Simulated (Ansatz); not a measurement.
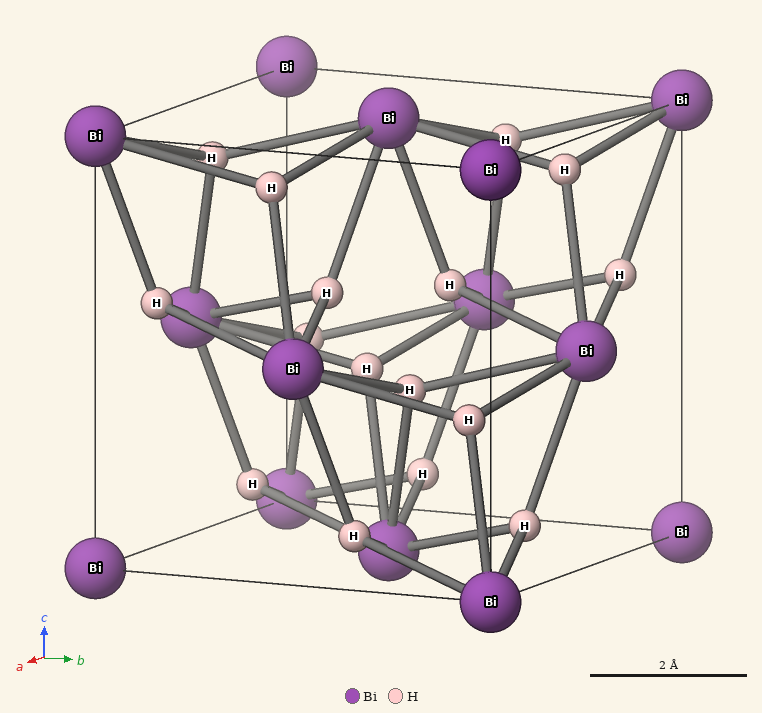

A ball-and-stick rendering, viewed slightly off an axis. Thin lines show the conventional unit cell, with boundary atoms drawn in all their periodic places. Cell: a = 5.64 Å, b = 5.64 Å, c = 5.64 Å, α = 90.00°, β = 90.00°, γ = 90.00°.

The structure was taken from a random cell made by a generator, so it need not be a real form of the compound. Earlier steps of the study may have refined or changed the cell and positions. It went into a calculation with Ansatz.

What structure is drawn here?

The structure is one of BiH4. Its lattice is face-centred cubic, its space group F-43m (No. 216). Counting shared atoms by their share gives 4 Bi, 16 H, or 20 atoms. Taking every contact within bonding distance, one finds Bi 12 and H 3.

Setup: Ansatz, DFT PBE, scalar-relativistic, plane waves, PAW; plane waves to 420 eV, k-points about 0.16 Å⁻¹ apart, Gaussian smearing of 0.1 eV, no spin polarisation.

Classify it as metallic or gapped, with the value.

A metal: bands cross the Fermi level.

List the Bader charges.

Bi +0.81 e; H -0.20 e.

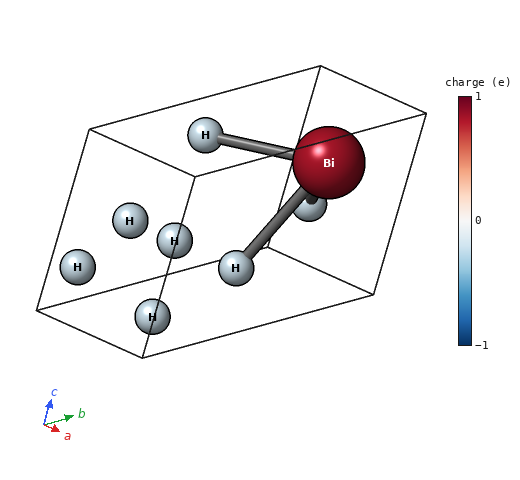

The atoms coloured by those charges. The run's cell of 5 atoms is drawn, so axes and origin can differ from the first picture.

Is the structure relaxed at this level of theory?

Yes. The largest force is 0.01 eV/Å. The pressure is 0.0 GPa, close to zero.
